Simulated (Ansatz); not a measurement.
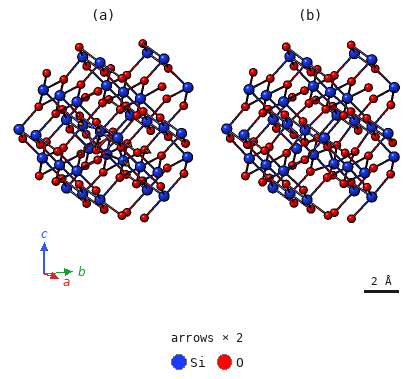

The structure of a defect cell of composition Si24O49 (cell charge +1) before (left) and after (right) a relaxation, at one scale. The orange arrows give the displacements, magnified 2 times.

Style: ball-and-stick. Shown: the atoms within 5.8 Å of the atom that moves most (axes of the cell of the calculation, reduced to other axes (origin shifted)), slightly off an axis. Lengths and directions refer to the drawn axes.

Theory: DFT, PBEsol, PAW, plane waves in Ansatz 0.2.0. Settings: plane-wave cutoff 420 eV; k-point mesh 1 × 1 × 1; mesh shifted by (0.25, 0.25, 0.25); collinear spin; atoms relaxed in a fixed cell; force threshold 0.03 eV/Å; at most 80 steps.

### What changed between the two?

The atom that moves furthest is an O atom (0.53 Å roughly along [0 1 −1]). By element the largest moves are O 0.53 Å, Si 0.31 Å. The cell doesn't change. Near-neighbour distances that change, for instance: O–Si 1.947 → 2.500 Å, O–Si 1.989 → 2.475 Å, O–Si 1.939 → 2.394 Å, O–Si 1.916 → 1.697 Å. Among the angles between lasting bonds that change: Si–O–O 67.1° → 104.9°, Si–O–O 67.4° → 102.9°, Si–O–O 69.7° → 103.5°. The energy falls by 3.695 eV per cell of the calculation in 7 geometry steps. Largest force component: 2.4 eV/Å at the start, 0.028 eV/Å at the end. The run took 98 s on 7 threads of Arm Neoverse-V2, peak memory 2 GiB.

Limits of the set-up: the periodic images lie only 8.0 Å apart, so the values are limited by the cell's size; the cell is charged, on a uniform background, and energies carry no finite-size correction.
